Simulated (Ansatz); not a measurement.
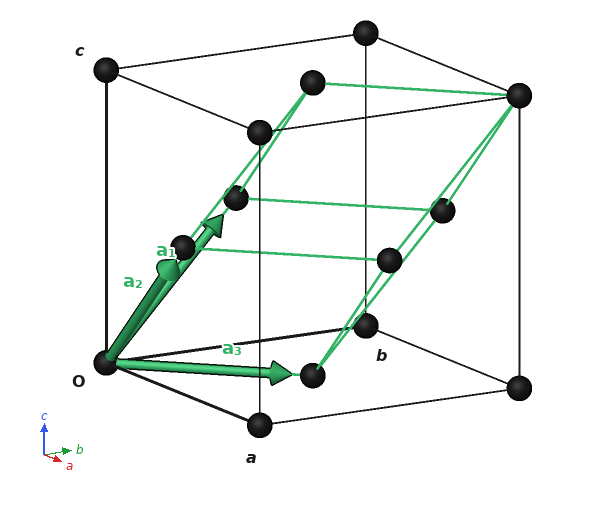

The conventional cell (thin) and a primitive cell (coloured, vectors a₁, a₂, a₃), with the lattice points alone. Crystal: CdO, the end point of a relaxation with DFT, HSE06, plane waves, PAW (Ansatz 0.2.0); the starting structure was generated, so it need not be a known form of this composition. Geometry calculated from the standardised cell; symmetry tolerance 0.002 Å.

a = 4.706 Å, b = 4.706 Å, c = 4.706 Å, α = 90.00°, β = 90.00°, γ = 90.00°.

What is the centring, and how are the primitive vectors built?

Answer. F, face-centred cubic, with lattice points at (0, 0, 0), (1/2, 1/2, 0), (1/2, 0, 1/2), (0, 1/2, 1/2). a₁ = 1/2 b + 1/2 c; a₂ = 1/2 a + 1/2 c; a₃ = 1/2 a + 1/2 b.

Give the primitive cell's size and content.

Answer. Edges 3.328, 3.328, 3.328 Å; angles 60.00°, 60.00°, 60.00°; volume 26.06 Å³, 1/4 of the conventional cell; 2 of its 8 atoms.
